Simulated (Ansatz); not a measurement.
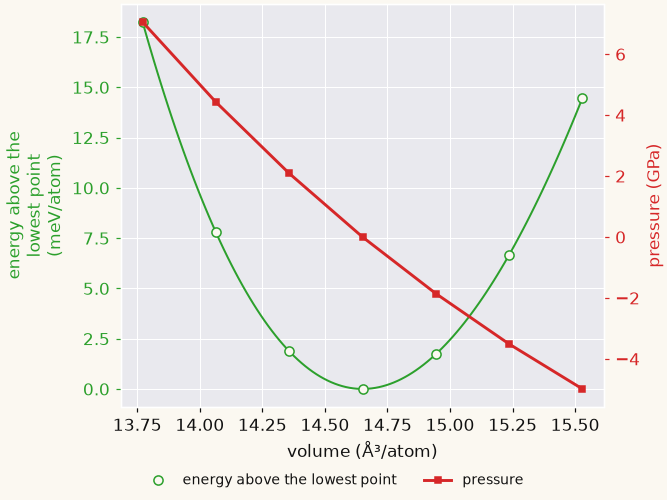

The figure shows the energy above the lowest point and pressure against volume for Cd₂O₃, space group Pn-3m (No. 224) (one of a set of cubic test structures, which need not be the stable phase).

Computed with Ansatz 0.2.0 development build: equation of state of a cubic crystal from periodic Kohn-Sham density functional theory without spin, third-order Birch-Murnaghan fit to the free energies; pressure corrected for the finite basis. Level: PBE.

structure type cubic X2O3; atoms in cell 10; space group number 224; lattice centring simple cubic; k mesh 21×21×21; occupation method Fermi–Dirac; occupation width 0.06123 eV; wave cutoff 420 eV; datasets soft-1 PAW; density tolerance 1.5e−07 eV; bands 68; density cutoff ratio 4; search for lower states default.

Q: What equilibrium volume and bulk modulus follow from the curve?

A: A third-order Birch–Murnaghan fit gives V0 = 14.65 Å³/atom, B0 = 98.4 GPa and B′ = 4.8.

Q: What does the pressure do across the range?

A: It falls from 7.1 GPa at volume 13.77 Å³/atom to −5.0 GPa at 15.53 Å³/atom, and changes sign near 14.65 Å³/atom.

Caveats: cubic model structure, not the ambient form; no spin polarisation, a magnetic state may lie lower.
